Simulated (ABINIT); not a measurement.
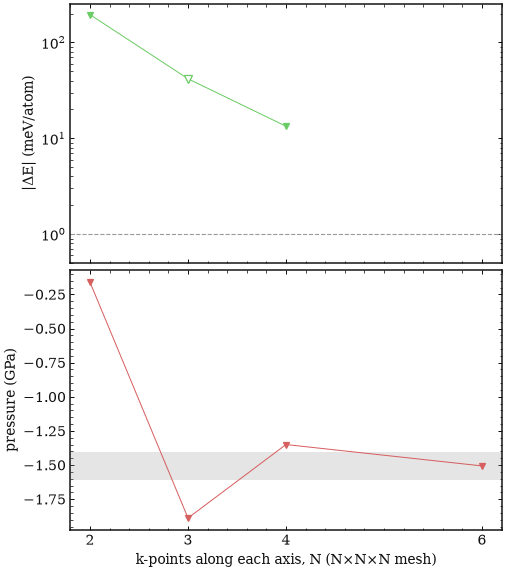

Convergence test: the k-point mesh is varied and all else is held.
- system: CsSnI₃ (Pm-3m, 5 atoms in the cell)
- method: ABINIT 10.8.3, Kohn-Sham DFT of a periodic cell, LDA, JTH PAW LDA v2.0; cutoff 544.23 eV, Fermi–Dirac smearing of 0.05 eV
ΔE is the free energy less its value at the densest setting, 6×6×6.
Dashed lines or grey bands mark the tolerance: 1 meV/atom and 0.1 GPa.
On logarithmic panels, open markers lie below the reference value and filled ones above.

Q: What is enough for the free energy to 1 meV/atom?

A: The free energy at the last setting but one, 4×4×4, is still more than 1 meV/atom from the densest setting's value, so the scan doesn't show it converged. It is off by 190 meV/atom at 2×2×2, 42 meV/atom at 3×3×3 and 13 meV/atom at 4×4×4 (on both sides of it). The system has a gap at this level.

Q: How does the pressure behave (tolerance 0.1 GPa)?

A: The pressure at the last setting but one, 4×4×4, is still more than 0.1 GPa from the densest setting's value, so the scan doesn't show it converged. It is −0.16 GPa at 2×2×2, −1.89 GPa at 3×3×3, −1.35 GPa at 4×4×4 and −1.51 GPa at 6×6×6.
